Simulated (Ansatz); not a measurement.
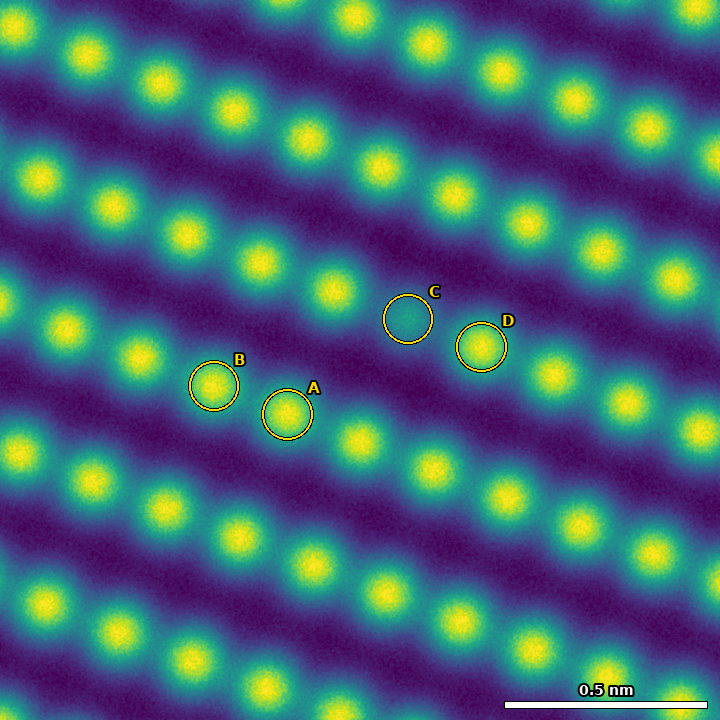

Z-contrast image of Ca (P6_3/mmc, No. 194) along [210]. Simulation: incoherent imaging, intensity Z^1.7 per atom, probe width 1.30 Å, thin sample. The probe carries 15 % of its weight in a tail 2.5 times as wide. The display is stretched by a gamma of 0.8; percentages refer to the linear signal. Shot noise was added.

The sample is 2 repeats (13.6 Å) thick. One point defect was put into the perfect crystal, without relaxing the atoms around it. Brightness is counted from the darkest point of the image. Host structure: the geometry relaxed at fixed volume with Ansatz, DFT HSE06, scalar-relativistic, plane waves, PAW; the starting structure was generated, so it need not be a known form of this composition.

Q: Which ringed column holds the defect, and does it scatter more or less than its equals?

C; it scatters less. The column holds 2 atoms (Ca) through the sample, and one Ca atom is missing, so its peak drops to about 50 % of that of its equals.
